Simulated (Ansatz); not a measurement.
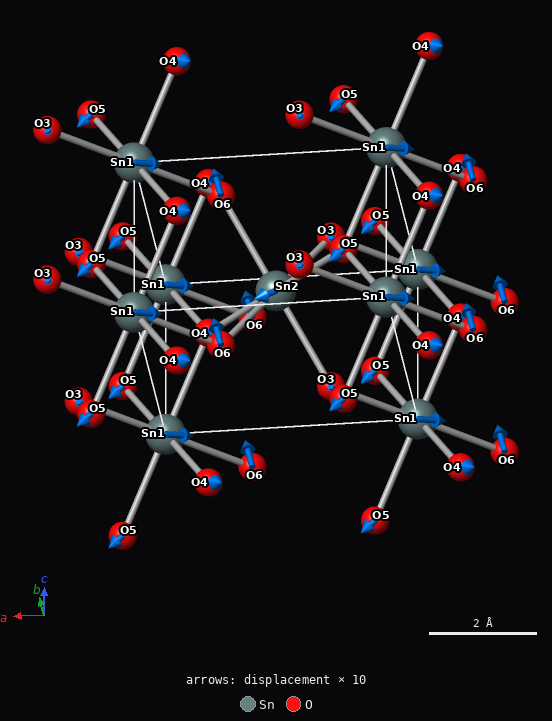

Crystalline SnO2 (built on the rutile type). The blue arrows show how the atoms are displaced (without the part that the change of the cell carries along), magnified 10 times. Besides, the cell is strained by +1.1 % along [2 −1 2], −1.2 % roughly along [−1 1 3], −1.8 % along [2 3 −1] (volume −1.9 %). Style: ball-and-stick. Shown: the cell of the calculation, from a free direction.

These are results of DFT r2SCAN, scalar-relativistic, plane waves, PAW (Ansatz), not measurements. (plane-wave cutoff 500 eV; k-point mesh 6 × 6 × 10; occupations gaussian; smearing width 0.05 eV; no spin polarisation)

> How are the atoms displaced, and what does the calculation give?

Atoms are displaced by up to 0.07 Å (root mean square over those that move 0.05 Å) relative to the cell: O6 0.07 Å roughly along +c, Sn1 0.06 Å along [−2 −2 1]. No relaxation follows. It costs 47.1 meV per atom. Pressure: 0.0 GPa before, 5.0 GPa after. The principal stresses (compression positive) are 11.1 GPa along [1 1 −1], 4.4 GPa along [0 1 2], −0.6 GPa along [3 −2 3]. The largest force is 2.7 eV/Å, on Sn2, along [−2 −1 2]. The forces mostly point back along the displacements (cosine −0.93). The gap on the k-mesh goes from 1.77 to 1.80 eV. Near-neighbour distances before and after: O–Sn 2.064 → 1.944 to 2.137 Å. The space group (tolerance 0.01 Å) goes from P4_2/mnm (No. 136) to P1 (No. 1).
